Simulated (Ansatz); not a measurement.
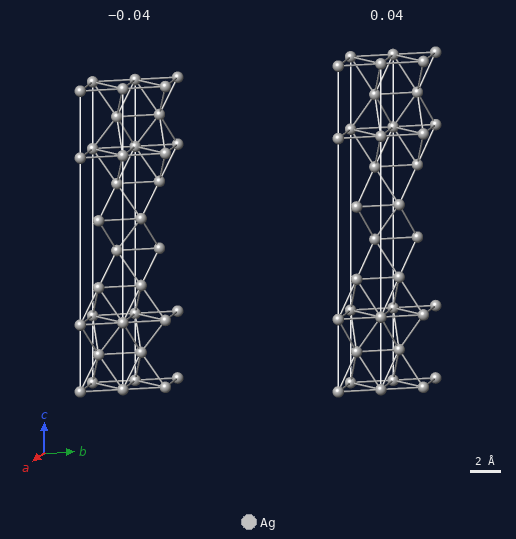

Crystalline Ag (set up in R-3m), held at several strains, with the atoms relaxed (per unit of the tabulated number the cell is strained by 1.0 along c). The picture shows the first and the last member. The picture is a ball-and-stick view of the conventional cell (3 times the calculation's cell), repeated 1 × 2 × 1 with one cell outlined, seen slightly off an axis. Lengths and directions refer to the drawn axes.

Computed with Ansatz 0.2.0: PBEsol, Ansatz PAW. Set-up: plane-wave cutoff 420 eV; k-point mesh 9 × 9 × 9; occupations fermi-dirac; smearing width 0.05 eV; no spin polarisation; atoms relaxed in a fixed cell; force threshold 0.01 eV/Å.

```csv
strain,energy (meV/atom)
−0.04,−15.47
−0.02,?
−0.01,−6.57
0,0.00
0.01,8.11
0.02,17.62
0.04,40.28
```

> Fill in the missing row.

A parabola through three neighbouring rows (−0.04, −0.01, 0) gives, with Lagrange weights, (0.1667)(−15.47) + (1.3333)(−6.57) + (−0.5000)(0.00) = −11.34 meV/atom. The calculation gives −11.44 meV/atom. The estimate is 0.10 meV/atom too high. The lowest tabulated energy lies at −0.04, so the unstrained cell isn't a minimum along this strain at this level. From the first member to the last: Ag–Ag 2.863 → 3.021 Å.

The whole series:

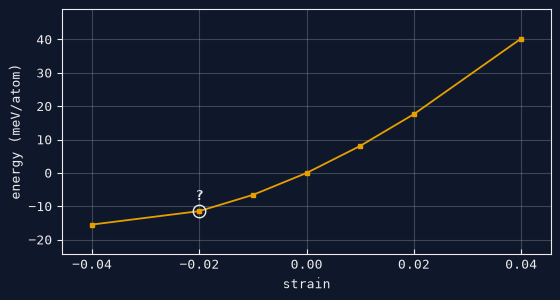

Each member starts from this one structure; whether another phase lies lower wasn't checked.
